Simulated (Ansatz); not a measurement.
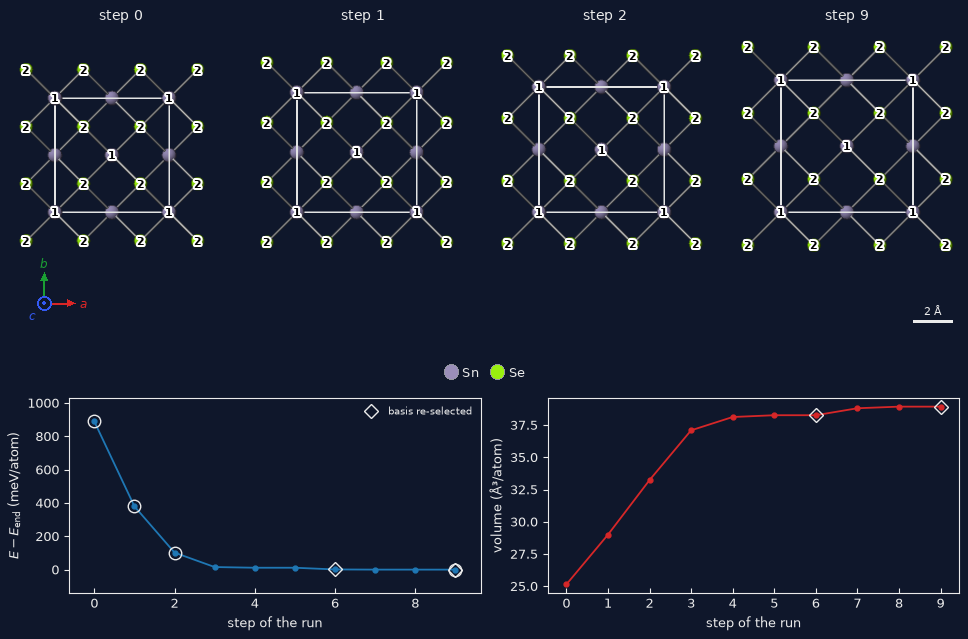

Frames of a relaxation of a crystal of SnSe (built on the zincblende type), marked on the history of the run. The picture is a ball-and-stick view of the conventional cell (4 times the calculation's cell), seen along the c axis. Lengths and directions refer to the drawn axes.

Level of theory: DFT, PBE, plane waves, PAW in Ansatz 0.2.0. Settings: plane-wave cutoff 420 eV; k-point mesh 8 × 8 × 8; occupations fermi dirac; smearing width 0.02 eV; no spin polarisation; cell and atoms relaxed; force threshold 0.005 eV/Å.

> Describe the path.

The energy falls by 889 meV per atom in 7 accepted moves (9 points after the start). All forces vanish by symmetry, so only the cell relaxes. The pressure goes from 28.58 to 0.01 GPa. At 2 points the geometry stayed and the basis and grid were re-selected for the new cell (energy shift of 10.2 meV per atom at most each time). The atoms keep their places relative to the cell (all moves are under 0.005 Å). The drawn cell changes as follows: a = b = c 5.859 → 6.778 Å (+15.7 %); the volume changes by +54.9 %. Near-neighbour distances that change, for instance: Sn1–Se2 2.537 → 2.935 Å. The space group stays F-43m (No. 216). The run took 16 s on 2 threads of Arm Neoverse V1, with other jobs on the host, peak memory 0.39 GiB. From step 0 to 1: volume +15.3 %, energy −509 meV per atom. From step 1 to 2: volume +14.6 %, energy −278 meV per atom. From step 2 to 9: volume +17.1 %, energy −102 meV per atom.

| step | E − E(0), meV/atom | pressure, GPa | volume, Å³/atom | note |
| --- | --- | --- | --- | --- |
| 0 | 0.00 | 28.58 | 25.137 |  |
| 1 | -509.34 | 15.34 | 28.996 |  |
| 2 | -786.89 | 6.39 | 33.230 |  |
| 3 | -873.53 | 1.21 | 37.090 |  |
| 4 | -877.65 | 0.14 | 38.124 |  |
| 5 | -877.69 | 0.00 | 38.262 |  |
| 6 | -887.91 | 0.53 | 38.262 | same geometry, new basis |
| 7 | -888.91 | 0.10 | 38.803 |  |
| 8 | -888.94 | 0.01 | 38.928 |  |
| 9 | -889.00 | 0.01 | 38.928 | same geometry, new basis |
